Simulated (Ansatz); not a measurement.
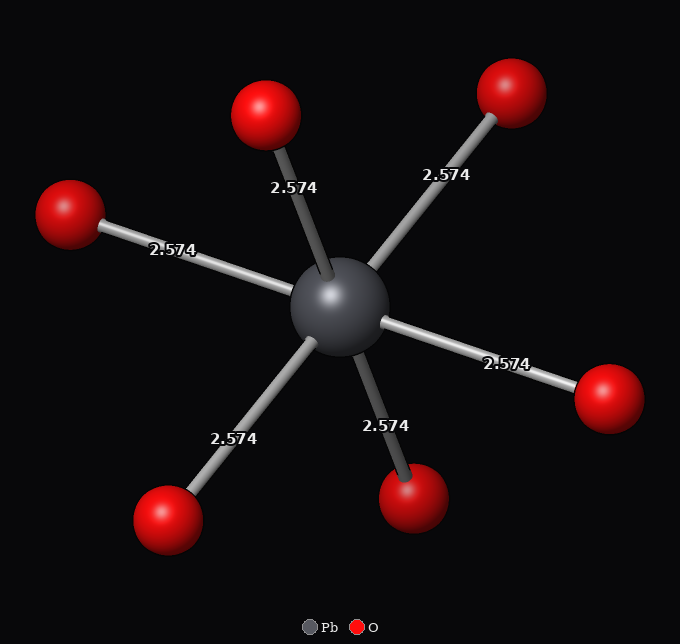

The surroundings of site Pb1 (at 0.000, 0.000, 0.000) in PbO (P6_3/mmc, No. 194), with bond lengths in Å.

The cell is taken from coordinates from a relaxation with DFT, LDA, plane waves, PAW in Ansatz; the starting structure was generated, so it need not be a known form of this composition.

```yaml
crystal:
  lattice:
    - [3.50258, 0.00000, 0.00000]
    - [-1.75129, 3.03332, 0.00000]
    - [0.00000, 0.00000, 6.36964]
  atoms:
    - { symbol: Pb, position: [0.00000, 0.00000, 0.00000] }
    - { symbol: Pb, position: [0.00000, 0.00000, 0.50000] }
    - { symbol: O, position: [0.33333, 0.66667, 0.25000] }
    - { symbol: O, position: [0.66667, 0.33333, 0.75000] }
```

Bond valence s = exp((R0 − d)/b), R0 fitted to published crystal structures with b = 0.37 Å; R0 in Å: Pb2+–O 2.108.

### Calculate the bond-valence sum of Pb1 from the bonds drawn.

6 × 0.284 = 1.70 v.u., against a formal valence of 2: underbonded (bonds long for this ion) by 0.30.

### And over the whole structure?

```tsv
site	x, y, z	formal valence	bond-valence sum	difference
Pb1	0.000, 0.000, 0.000	+2	1.72	-0.28
O1	0.333, 0.667, 0.250	−2	1.72	-0.28
```

These sums include all anions within 5 Å. The global instability index (root mean square of the differences over all atoms) is 0.28 v.u.: above 0.2, which by the usual rule of thumb marks a strained structure. Cells relaxed with LDA tend to have short bonds, which raises the sums.
